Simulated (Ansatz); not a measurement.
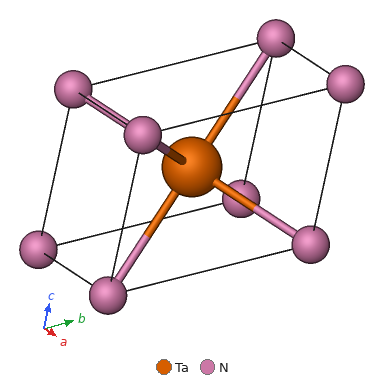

System: TaN, space group Fm-3m (No. 225). The picture shows the cell.

Starting cell:
```
CELL_PARAMETERS angstrom
0.00000 2.17900 2.17900
2.17900 0.00000 2.17900
2.17900 2.17900 0.00000
ATOMIC_POSITIONS crystal
Ta 0.50000 0.50000 0.50000
N 0.00000 0.00000 0.00000
```

How it was computed, with Ansatz 0.2.0: all atoms of one element of a crystal moved along a line, all else fixed, by plane-wave density functional theory with PAW datasets, free energies less that of the undisturbed cell; scalar-relativistic. Level: PBE, no spin polarisation.

- wave cutoff: 420 eV
- k mesh: 18×18×18
- occupations: Gaussian
- smearing width: 0.15 eV
- k shift: (0, 0, 0) (mesh steps)
- start: as given
- moved element: N
- direction: (0, 0, −1) (Cartesian unit vector)

The points at displacement −0.075, −0.025, 0.05 and 0.1 follow from computed ones by symmetry.

What does the calculation give for the energy change and force along the direction (sum over moved atoms) against displacement? The displacement takes the values −0.1000, −0.0750, −0.0500, −0.0250, 0.0000, 0.0125, 0.0250, 0.0375, 0.0500, 0.0625, 0.0750, 0.0875, 0.1000 Å.

The energy rises on both sides of the starting structure, which is therefore a minimum along this path. The energy change is 0.0470 eV/cell at displacement −0.1000 Å and 0.0470 eV/cell at 0.1000 Å; the lowest computed point is at displacement 0.0000 Å (0.0000 eV/cell), in a single well. The force along the direction (sum over moved atoms) falls from 0.98 eV/Å at displacement −0.1000 Å to −0.98 eV/Å at 0.1000 Å, and changes sign near 0.000 Å. The harmonic force constant k (E = k x²/2 near the start) is 9.01 eV/Å².

```json
{"displacement (Å)": "-0.1000", "energy change (eV/cell)": "0.0470", "force along the direction (sum over moved atoms) (eV/Å)": "0.98"}
{"displacement (Å)": "-0.0750", "energy change (eV/cell)": "0.0260", "force along the direction (sum over moved atoms) (eV/Å)": "0.71"}
{"displacement (Å)": "-0.0500", "energy change (eV/cell)": "0.0114", "force along the direction (sum over moved atoms) (eV/Å)": "0.46"}
{"displacement (Å)": "-0.0250", "energy change (eV/cell)": "0.0028", "force along the direction (sum over moved atoms) (eV/Å)": "0.23"}
{"displacement (Å)": "0.0000", "energy change (eV/cell)": "0.0000", "force along the direction (sum over moved atoms) (eV/Å)": "0.00"}
{"displacement (Å)": "0.0125", "energy change (eV/cell)": "0.0007", "force along the direction (sum over moved atoms) (eV/Å)": "-0.11"}
{"displacement (Å)": "0.0250", "energy change (eV/cell)": "0.0028", "force along the direction (sum over moved atoms) (eV/Å)": "-0.23"}
{"displacement (Å)": "0.0375", "energy change (eV/cell)": "0.0064", "force along the direction (sum over moved atoms) (eV/Å)": "-0.34"}
{"displacement (Å)": "0.0500", "energy change (eV/cell)": "0.0114", "force along the direction (sum over moved atoms) (eV/Å)": "-0.46"}
{"displacement (Å)": "0.0625", "energy change (eV/cell)": "0.0179", "force along the direction (sum over moved atoms) (eV/Å)": "-0.58"}
{"displacement (Å)": "0.0750", "energy change (eV/cell)": "0.0260", "force along the direction (sum over moved atoms) (eV/Å)": "-0.71"}
{"displacement (Å)": "0.0875", "energy change (eV/cell)": "0.0357", "force along the direction (sum over moved atoms) (eV/Å)": "-0.84"}
{"displacement (Å)": "0.1000", "energy change (eV/cell)": "0.0470", "force along the direction (sum over moved atoms) (eV/Å)": "-0.98"}
```

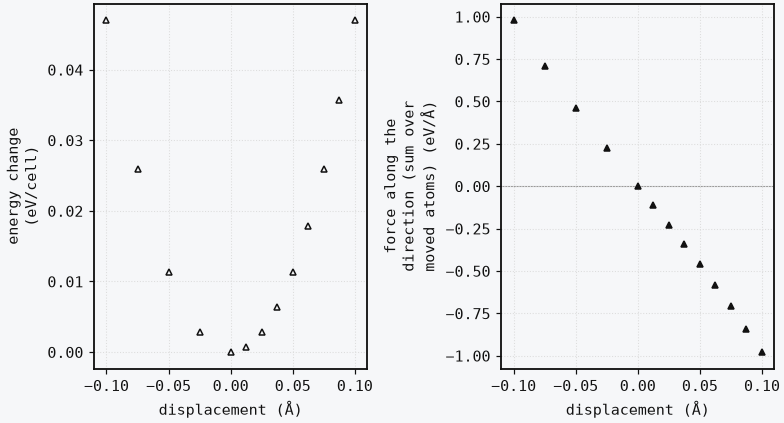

Caveats: reference crystal is not relaxed.
